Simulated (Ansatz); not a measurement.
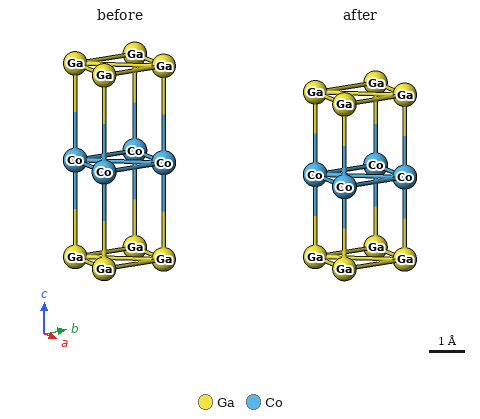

The structure of a crystal of GaCo (a generated structure, set up in P6/mmm) (coarse preliminary run) before (left) and after (right) a relaxation, at one scale.

The picture is a ball-and-stick view of the cell of the calculation, seen slightly off an axis.

The calculation used Ansatz, DFT PBE, scalar-relativistic, plane waves, PAW. Settings: plane-wave cutoff 420 eV; k-point mesh 6 × 6 × 4; occupations gaussian; smearing width 0.1 eV; collinear spin; cell and atoms relaxed; force threshold 0.04 eV/Å; at most 70 steps.

Q: What changed between the two?

A: Over 4 accepted moves (5 points after the start) the energy falls by 131 meV per atom. All forces vanish by symmetry, so only the cell relaxes. The pressure goes from −6.82 to −0.17 GPa. At 1 point the geometry stayed and the basis and grid were re-selected for the new cell (energy shift of 0.9 meV per atom at most each time). The atoms keep their places relative to the cell (all moves are under 0.005 Å). Cell: a = b 2.610 → 2.642 Å (+1.2 %), c 5.658 → 4.812 Å (−15.0 %). Volume −12.8 %. Some distances before and after: Co–Ga 2.829 → 2.406 Å, Co–Co 2.610 → 2.642 Å, Ga–Ga 2.610 → 2.642 Å. The space group stays P6/mmm (No. 191).

Limits of the set-up: the k-point mesh is coarse for a cell with partly filled bands.
